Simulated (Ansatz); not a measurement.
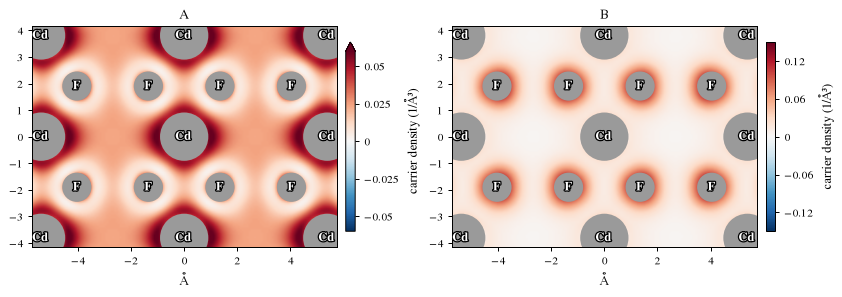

CdF$_{2}$, doped once with holes and once with electrons (0.2 e in the calculation's cell of 3 atoms, uniform background, atoms fixed). Each panel shows the carrier's density (positive where it sits) on the (110) plane of the conventional cell; grey discs cover the cores. Cores are masked to 0.9 Å (Cd) and 0.6 Å (F). This is very heavy doping.

Space group Fm-3m.

The calculation used DFT r2SCAN, scalar-relativistic, plane waves, PAW in Ansatz 0.2.0.

Tell the hole from the electron.

A is the electron: outside the cores it is densest at the edge of the masked core of Cd; it divides as F about 55 % and Cd about 45 %. B is the hole: outside the cores it is densest at the edge of the masked core of F; it divides as F about 75 % and Cd about 25 %. Shares are sums over atomic cells sized by the Bader volumes, which fill 35 % (Cd) and 65 % (F) of the cell, so only an excess over these marks a preference; they are shares of the net change, screening included, and the band-edge orbitals themselves can be more concentrated.

Run times: 36 s (electron) and 37 s (hole), on 1 thread of Arm Neoverse N1, with other jobs on the host.
